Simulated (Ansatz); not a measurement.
Input

```
crystal:
  lattice:
    - [4.9297381845, 0.0, 0.0]
    - [0.0, 4.9297381845, 0.0]
    - [0.0, 0.0, 4.9297381845]
  atoms:
    - { symbol: Hf, position: [0.0, 0.0, 0.0] }
    - { symbol: S, position: [0.5, 0.0, 0.0] }
    - { symbol: S, position: [0.0, 0.5, 0.0] }
    - { symbol: S, position: [0.0, 0.0, 0.5] }
    - { symbol: S, position: [0.5, 0.5, 0.5] }
basis:
  ecutwfc: 420
kpoints:
  mp_grid: { grid: [8, 8, 8] }
hamiltonian:
  xc: pbe
scf:
  occupations: { method: gaussian, width: 0.1 }
output:
  forces: true
  stress: true
  eigenvalues: true
  write_density: true
  write_potential: true
  elf: true
  volumetric_format: npy
relax:
  adjacent_minimum: "off"
  f_tol: 0.01
  max_steps: 80
  cell: { stress_tol: 0.05 }
```

Run with:

```sh
ansatz run input.yaml --threads 1 --pin off --max-ram 2560MiB --backend cpu --events-out ev --progress --plain --runs-dir out
```

Below, planes, directions and counts refer to the conventional cell (a = 4.92 Å, b = 4.92 Å, c = 4.92 Å, α = 90.00°, β = 90.00°, γ = 90.00°).

The fields are those of the run's last geometry, not of the input's.

Space group Pm-3m; a structure generated by program, which may or may not match a known phase.

All numbers below come from DFT PBE, scalar-relativistic, plane waves, PAW in Ansatz 0.2.0.

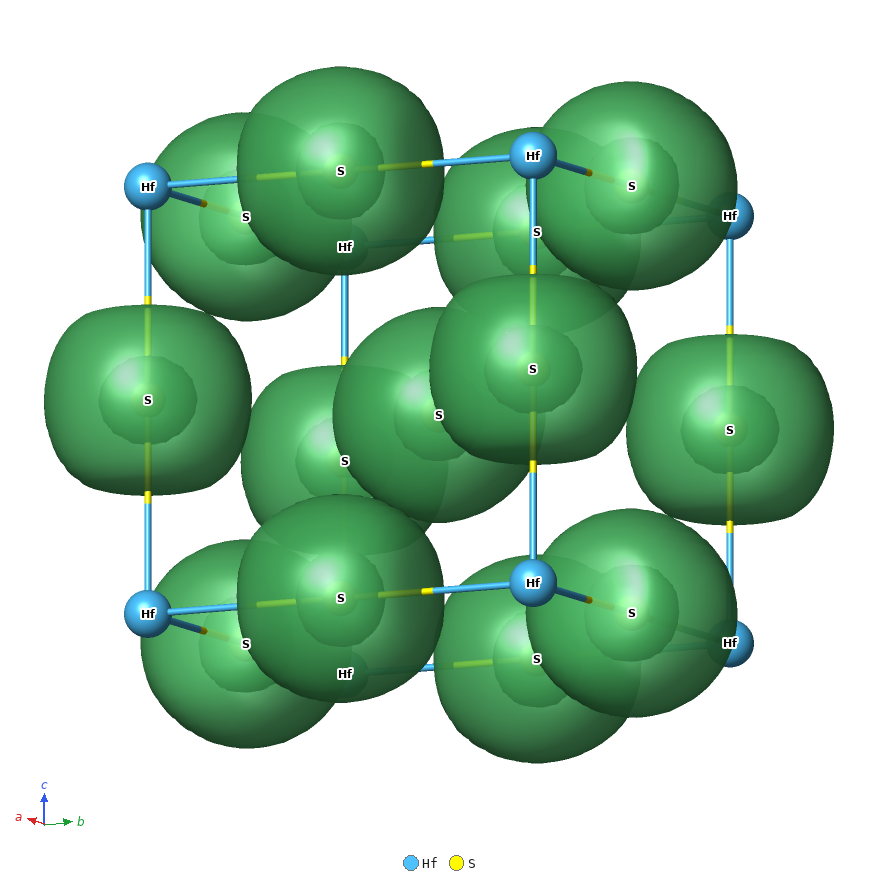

HfS4. Isosurface of the electron localisation function at 0.7 (green), seen at an oblique angle. Only the valence region is drawn (cores and ρ < 0.01 e/Å³ removed). Sticks mark near contacts.

In a PAW calculation such maps are meaningful between the atoms, not at the nuclei.

What do the ELF domains correspond to?

The surface consists of four regions wrapped around S (the valence shell of each), counted in one cell of 5 atoms. Any copies at cell faces, edges or corners count once. Profiles from the grid: Hf–S (2.46 Å): the ELF peaks at about 0.90 in the valence shell of S, 0.9 Å from its nucleus, and is about 0.35 at the midpoint.

Does the calculation make it a metal, or give it a gap?

It is metallic or semimetallic at this level of theory: no gap opens.
